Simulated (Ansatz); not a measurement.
**Cu: geometry relaxation (part 2 of 3)**

The same run, continued: Cu (slab, 16 atoms in the cell); DFT PBE, scalar-relativistic, plane waves, PAW, no spin polarisation (Ansatz 0.2.0); cutoff 420 eV, 6×6×1 k-mesh, Gaussian smearing of 0.1 eV. The structure derives from an entry of the Crystallography Open Database. The input holds or restrains some coordinates. Forces given for the steps count only the free coordinates.

Geometry of the input (Å; fractional positions):
```
5.1332  0.0000  0.0000
-2.5666  4.4455  0.0000
0.0000  0.0000  23.2869
Cu 0.3333  0.1667  0.3650
Cu 0.3333  0.6667  0.3650
Cu 0.8333  0.1667  0.3650
Cu 0.8333  0.6667  0.3650
Cu 0.6667  0.3333  0.4550
Cu 0.6667  0.8333  0.4550
Cu 0.1667  0.3333  0.4550
Cu 0.1667  0.8333  0.4550
Cu -0.0000  0.5000  0.5450
Cu 0.0000  0.0000  0.5450
Cu 0.5000  0.5000  0.5450
Cu 0.5000  0.0000  0.5450
Cu 0.3333  0.6667  0.6350
Cu 0.3333  0.1667  0.6350
Cu 0.8333  0.6667  0.6350
Cu 0.8333  0.1667  0.6350
```

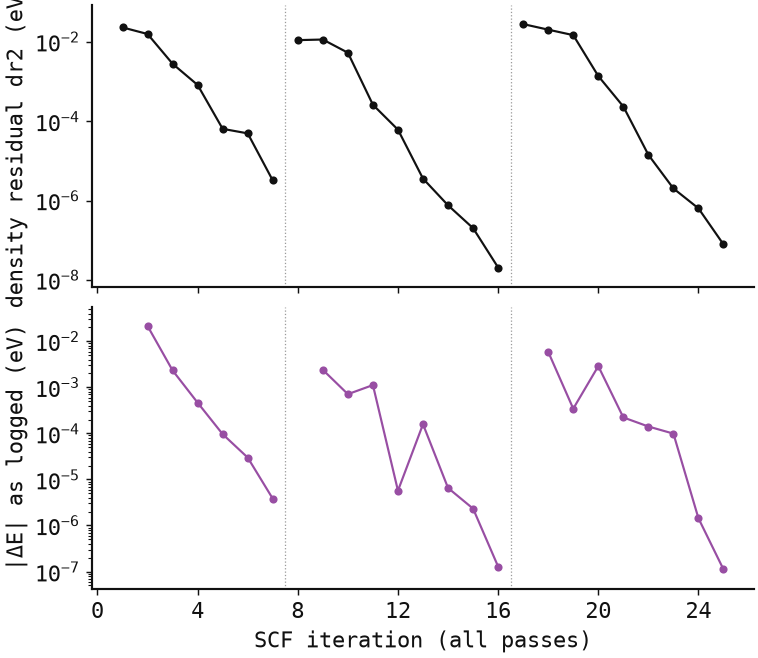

Convergence of the self-consistent field: density residual dr2 and size of the energy change against the SCF iteration. The dotted lines part the SCF passes of the relaxation: geometry steps, rejected trials and re-solves on a re-selected basis. The passes take 7, 9 and 9 iterations.

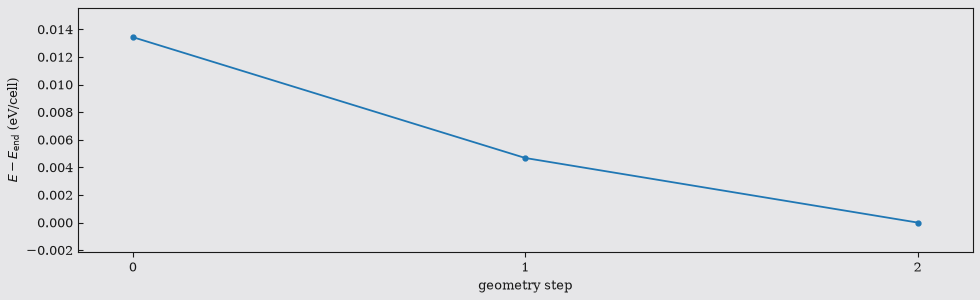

Progress of the restrained relaxation, step by step (the first geometry is step 0 here and step 1 in the log).

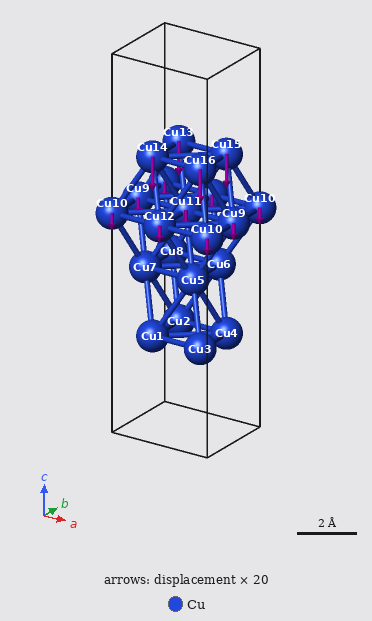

The starting structure with the displacements as pink arrows, magnified 20 times (ball-and-stick view of the cell of the calculation, with the vacuum cut short, seen slightly off an axis). The largest moves, 0.060 Å, are those of Cu13, Cu14, Cu15 and Cu16. The cell doesn't change. Distances before and after: Cu10–Cu14 2.567 → 2.543 Å. After 2 geometry steps the energy has fallen by 13.4 meV per cell of the calculation. The largest force component goes from 0.1 to 0.0029 eV/Å. (Atoms are counted from 1 in the order of the input.)

```
WARN: The input density's exchange-correlation potential varies sharply where the density is thin. Do not read a vacuum level from v_tot or v_xc, or from such a field of the output density. On a cell that repeats whose density bears no net charge and no dipole along the vacuum's axis use v_es (v_loc + v_h of the components); under efield.dipole_correction with no amplitude use v_es + v_field, which holds any external_charges[].barrier, or the levels of the report's work_function block, which leave it out; under a non-zero efield.amplitude the vacuum is tilted and has no level; on a cell that repeats and bears such a dipole with no correction it is tilted too, and efield.dipole_correction with no amplitude gives each side of its ramp a level where efield: is served; in a cell that repeats whose density bears a net charge (total_charge, or a fill off its count) it is curved and has none; of a slab under crystal.periodic whose density bears no net charge use v_es, which has a level on each side, short of where the two are joined; of another it falls or rises all the way out and has none; of a slab beside external_charges read slab_vacuum_level instead, which it has where they leave it neutral. The grid or the basis barely resolves most such structure, and the values can differ between equally converged runs; as a rule a tighter scf.convergence.dr2_threshold does not remove it. Where the density itself ripples (under the LDA too) a higher basis.ecutwfc lessens it. The files hold the spikes' plane waves up to the density's cutoff. Files: v_tot and the like, and their columns of v_z.tsv (output.write_potential); v_xc and the like, and their columns of v_comp_z.tsv (output.write_potential_components); where files of the output density stand in their place, no point of their own thin density is over the threshold below, and this is of outcome.potential() and, of a run that writes arrays (npy), the arrays of these names. Measured: with its Gaussian average of σ = 0.25 Å subtracted twice, the exchange-correlation potential is over 0.1 eV at 3368 of the grid points where the equally averaged density (valence and model cores) is under 1e-3 e/Å³, and 0.360 eV at the most among them, at an averaged density of 4.4e-6 e/Å³. See output.write_potential in the manual, Limitations
SCF converged after 9 iterations
Free energy (F): -105999.043016 eV
Harris-Foulkes:  -105999.043015 eV  (|F-HF|=3.93e-7)
Internal energy: -105999.009575 eV  (E = F + TS)
E sigma→0 (E₀):  -105999.026295 eV
Entropy (-TS):   -0.033441 eV (-2.090 meV/atom)
Fermi energy:    2.887432 eV
Dipole field:    D = 0.000523 V/Å  (p = 0.001536 e·Å, saw-weighted, corrected)
Work function:   Φ+ = 4.8000 eV   Φ− = 4.8122 eV
Levels:          The Fermi level and band energies are counted from a zero that moves with the ramp; work functions are not
--- Per-component energies (eV) ---
  E_band       = -9893.994755
  E_kinetic    = 4793.068119
  E_local      = -670418.672211  (includes V_loc(G=0)·N_el)
  E_nonlocal   = 6257.229616
  E_hartree    = 329287.598723
  E_xc         = -1422.822079
  E_vxc        = -1835.137131  (∫ρ·V_xc dr)
  E_paw        = -26625.461461  (= ΣΔE_a)
  E_vpaw       = -7265.632951  (= ΣTr[D̂ρ^β])
  E_aug_tail   = 0.004323  (compensation charges beyond the density's cutoff)
  E_efield     = 0.000000  (sawtooth field / dipole correction)
  E_vefield    = 0.003601  (∫n·V_field dr)
  E_ewald      = 252130.045395
  E_smearing   = -0.033441  (= −TS)
  E_closure    = 0.000000  (closes the sum)
  Σ components = -105999.043016   (vs F -105999.043016, Δ=0.00e0)
--- Forces (eV/Å), atoms counted from 1 ---
  atom   1  Cu    -0.00000000    -0.00000000     0.10047267
  atom   2  Cu    -0.00000000    -0.00000000     0.10047267
  atom   3  Cu    -0.00000000    -0.00000000     0.10047267
  atom   4  Cu    -0.00000000    -0.00000000     0.10047267
  atom   5  Cu    -0.00000000     0.00000000    -0.10371733
  atom   6  Cu    -0.00000000     0.00000000    -0.10371733
  atom   7  Cu    -0.00000000    -0.00000000    -0.10371733
  atom   8  Cu    -0.00000000     0.00000000    -0.10371733
  atom   9  Cu     0.00000000    -0.00000000     0.00034062
  atom  10  Cu     0.00000000     0.00000000     0.00034062
  atom  11  Cu     0.00000000     0.00000000     0.00034062
  atom  12  Cu     0.00000000     0.00000000     0.00034062
  atom  13  Cu    -0.00000000    -0.00000000     0.00287159
  atom  14  Cu    -0.00000000     0.00000000     0.00287159
  atom  15  Cu    -0.00000000     0.00000000     0.00287159
  atom  16  Cu    -0.00000000     0.00000000     0.00287159
  max |Σ_I F_I| component: 1.30e-4 eV/Å
--- Band table (eV; the first three rows and the last of 7) ---
  k-point 0: bands = ["-109.5765", "-109.5670", "-109.5670", "-109.5670", "-109.5619", "-109.5542", "-109.5542", "-109.5542", "-109.3480", "-109.3395", "-109.3395", "-109.3395", "-109.3333", "-109.3247", "-109.3247", "-109.3247", "-66.9912", "-66.9824", "-66.9824", "-66.9824", "-66.9787", "-66.9787", "-66.9787", "-66.9481", "-66.9481", "-66.9481", "-66.9339", "-66.9339", "-66.9339", "-66.9326", "-66.9199", "-66.9199", "-66.9199", "-66.9025", "-66.9025", "-66.9025", "-66.8984", "-66.8984", "-66.8844", "-66.8844",
      "-66.7882", "-66.7882", "-66.7882", "-66.7758", "-66.7758", "-66.7758", "-66.7313", "-66.7313", "-66.7313", "-66.7187", "-66.7187", "-66.7187", "-66.7118", "-66.7118", "-66.6991", "-66.6991", "-66.6648", "-66.6572", "-66.6572", "-66.6572", "-66.6463", "-66.6384", "-66.6384", "-66.6384", "-5.9513", "-4.6542", "-2.9896", "-2.1270", "-1.8520", "-1.8520", "-1.8520", "-1.7134", "-1.7134", "-1.7134", "-1.3120", "-1.3120", "-1.3120", "-1.2508", "-1.2508", "-1.2508",
      "-1.1991", "-1.1991", "-1.1991", "-0.8184", "-0.8184", "-0.8184", "-0.2407", "-0.2407", "-0.2407", "-0.0491", "-0.0458", "-0.0458", "-0.0458", "-0.0240", "0.0338", "0.0338", "0.0789", "0.0789", "0.1081", "0.1081", "0.1081", "0.2554", "0.2689", "0.2689", "0.2825", "0.2825", "0.2825", "0.3202", "0.3202", "0.5908", "0.5908", "0.5908", "0.6062", "0.6062", "0.6062", "0.8406", "0.8406", "0.9702", "0.9702", "1.0916",
      "1.0916", "1.0916", "1.1604", "1.1604", "1.1604", "1.2495", "1.2495", "1.3535", "1.3535", "1.3535", "1.3618", "1.3618", "1.3618", "1.4023", "1.4023", "1.4099", "1.4099", "1.4099", "1.4813", "1.4813", "1.4813", "1.6046", "1.6046", "1.6046", "1.6182", "1.6182", "1.6182", "1.7643", "2.7246", "2.7246", "2.7246", "2.7658", "3.7119", "3.7119", "3.7119", "4.2693", "4.2693", "4.2693", "4.4863", "4.4863",
      "4.4863", "7.1827", "7.2004", "7.2004", "7.2004", "7.3790", "8.0225", "8.0225", "8.0225", "8.3751", "8.7338", "9.0031", "9.0031", "9.0031", "10.2423", "10.2423", "10.2423", "10.4400", "10.6382", "11.8465", "11.8465", "11.8465", "12.4966"]
  k-point 1: bands = ["-109.5759", "-109.5676", "-109.5670", "-109.5670", "-109.5614", "-109.5547", "-109.5542", "-109.5542", "-109.3475", "-109.3400", "-109.3395", "-109.3395", "-109.3327", "-109.3253", "-109.3247", "-109.3247", "-66.9899", "-66.9798", "-66.9798", "-66.9788", "-66.9768", "-66.9768", "-66.9757", "-66.9471", "-66.9471", "-66.9470", "-66.9347", "-66.9347", "-66.9333", "-66.9324", "-66.9216", "-66.9216", "-66.9185", "-66.9053", "-66.9053", "-66.9031", "-66.9012", "-66.8999", "-66.8895", "-66.8856",
      "-66.7854", "-66.7854", "-66.7831", "-66.7730", "-66.7730", "-66.7707", "-66.7342", "-66.7342", "-66.7300", "-66.7215", "-66.7215", "-66.7174", "-66.7169", "-66.7131", "-66.7042", "-66.7004", "-66.6643", "-66.6577", "-66.6572", "-66.6572", "-66.6457", "-66.6389", "-66.6384", "-66.6384", "-5.7313", "-4.4434", "-2.7958", "-2.0832", "-1.9743", "-1.8021", "-1.8021", "-1.7775", "-1.6464", "-1.6464", "-1.3911", "-1.2605", "-1.2605", "-1.2263", "-1.2051", "-1.2051",
      "-1.0678", "-1.0678", "-1.0638", "-0.7685", "-0.7685", "-0.7622", "-0.2877", "-0.2877", "-0.2359", "-0.1511", "-0.1191", "-0.0333", "-0.0095", "-0.0095", "-0.0039", "0.0739", "0.0739", "0.1096", "0.1251", "0.1333", "0.1337", "0.1659", "0.1779", "0.2094", "0.2094", "0.2166", "0.3296", "0.3352", "0.3908", "0.3908", "0.3908", "0.5136", "0.6021", "0.6697", "0.6697", "0.7947", "0.8031", "0.9446", "0.9791", "0.9898",
      "0.9898", "1.0340", "1.0430", "1.0488", "1.0488", "1.0773", "1.1438", "1.1438", "1.2409", "1.2475", "1.2800", "1.2870", "1.2870", "1.3120", "1.3327", "1.3470", "1.3470", "1.3818", "1.3818", "1.4060", "1.4311", "1.4623", "1.4623", "1.5146", "1.5299", "1.5299", "1.5399", "1.7259", "2.1886", "2.3306", "2.7796", "2.7796", "3.3045", "3.4564", "3.4564", "3.7172", "4.5020", "4.5020", "5.3711", "5.3711",
      "5.7228", "7.3611", "7.3876", "7.3876", "7.5919", "7.6679", "8.3339", "8.3339", "8.4592", "8.5854", "8.9118", "9.0566", "9.0566", "9.2814", "10.5074", "10.6376", "10.7041", "10.7041", "10.8385", "11.5912", "11.5912", "12.0031", "12.4899"]
```
